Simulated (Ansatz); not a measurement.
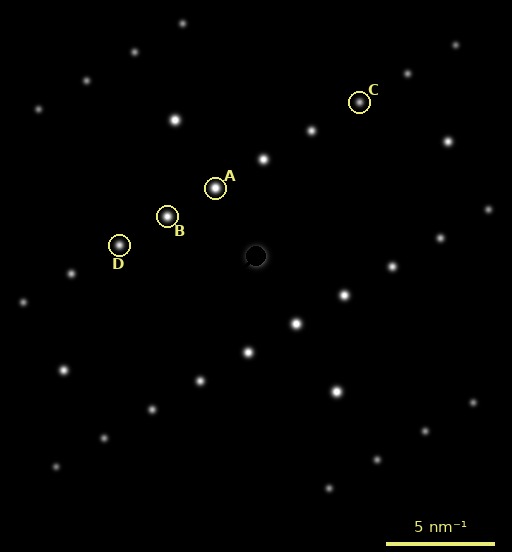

Kinematic zone-axis pattern, calculated for 200 keV electrons with B = 0.3 Å². The zone axis points towards the electron source and the pattern is seen from the source side.

The sample is Ge, space group Pm-3n (No. 223), a = 5.42 Å. Structure: the geometry relaxed with Ansatz, DFT PBE, scalar-relativistic, plane waves, PAW; the starting structure was generated, so it need not be a known form of this composition.

Spot A is indexed 0 0 -2 and spot B -1 1 -2.

Give hkl for C, D.

Answer. C = 4A − 3B = 3 -3 -2 (d = 1.155 Å). D = −A + 2B = -2 2 -2 (d = 1.564 Å).

Find the zone axis.

Answer. The cross product of A and B is parallel to [110]; every spot obeys hu + kv + lw = 0.

What are the spacings of A and B and the angle between them?

Answer. d(A) = 2.709 Å, d(B) = 2.212 Å, and the angle is 35.3°.
